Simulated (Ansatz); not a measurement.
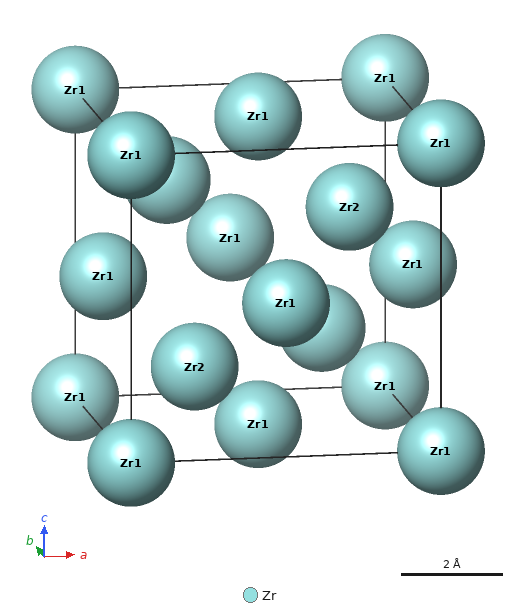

The starting point is a crystal of Zr (a generated structure, set up in Fd-3m). A spheres-only model of the conventional cell (4 times the calculation's cell), seen slightly off an axis. Lengths and directions refer to the drawn axes.

All numbers below come from DFT, PBE, PAW with Ansatz's default frozen-core files, scalar-relativistic in Ansatz. (plane-wave cutoff 420 eV; k-point mesh 10 × 10 × 10; occupations fermi dirac; smearing width 0.05 eV; no spin polarisation)

The variant: All lengths are scaled by +0.7 % (volume +2.0 %), the atoms keeping their fractional coordinates. No relaxation follows.

Input file:
```yaml
crystal:
  lattice:
    - [0.0, 3.1594359006, 3.1594359006]
    - [3.1594359006, 0.0, 3.1594359006]
    - [3.1594359006, 3.1594359006, 0.0]
  atoms:
    - { symbol: Zr, position: [0.0, 0.0, 0.0] }
    - { symbol: Zr, position: [0.25, 0.25, 0.25] }
kpoints:
  mp_grid: { grid: [10, 10, 10] }
scf:
  occupations: { method: fermi_dirac, width: 0.05 }
hamiltonian:
  xc: pbe
  pseudopotentials: { kind: paw }
output:
  forces: true
  stress: true
  eigenvalues: true
  efg: { contact_densities: true }
```

> What does the calculation give for the changed structure?

It costs 1.8 meV per atom. Pressure: 0.0 GPa before, −0.7 GPa after. All forces vanish by symmetry. Some distances before and after: Zr–Zr 2.718 → 2.736 Å. The space group stays Fd-3m (No. 227).
